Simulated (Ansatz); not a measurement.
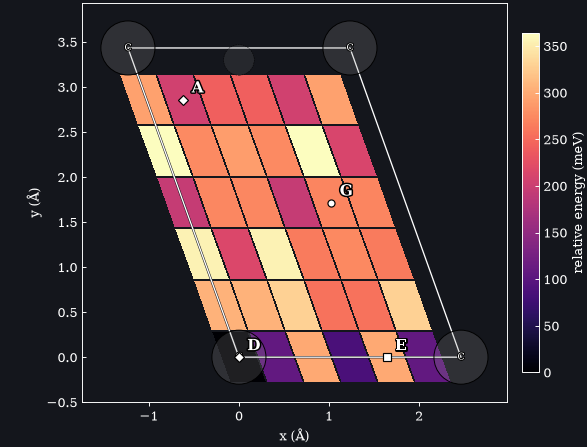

Cl on a C(101) slab cut from the R-3m phase, its upper half relaxed before the scan (24 atoms of substrate and one adsorbate in a 2 × 2 cell). 
- Cl is moved over the surface cell at a fixed height above a rigid substrate; the origin of the map has the adsorbate above C21; the height is held at 3.10 Å.
- Places are given modulo a cell vector. The map is drawn in real space over the plane of the surface.
- The grid has 6 × 6 points; 21 points were computed and 15 follow by symmetry.
- Places are given in fractions of the 1 × 1 surface cell.
- All energies are given in meV relative to the lowest grid point.
- Energies and slopes of some neighbouring points disagree (a jump in structure or state, or too coarse a mesh). The magnetic moment jumps between some neighbouring points. At a fixed height the lowest place need not be the adsorption site.
- Computed with Ansatz 0.2.0, DFT PBE+D3(BJ), scalar-relativistic, plane waves, PAW. Settings: cutoff 420 eV, k-mesh 6×4×1, gaussian smearing 0.05 eV, spin-polarised.

In the figure: one coloured cell a grid point, labelled circles for the atoms of the top layer and small ones for the second layer, the outline of one cell of the plane, lettered points.

Q: Is G the lowest point of the computed grid?

A: No. G lies 271 meV above the lowest grid point, which is at the top site over a surface C atom, (0/6, 0/6) of the cell vectors.

Q: Rank the lettered points by energy, lowest first.

A: D (0 meV), A (206 meV), G (271 meV), E (299 meV).

PAW datasets: the set soft_1.
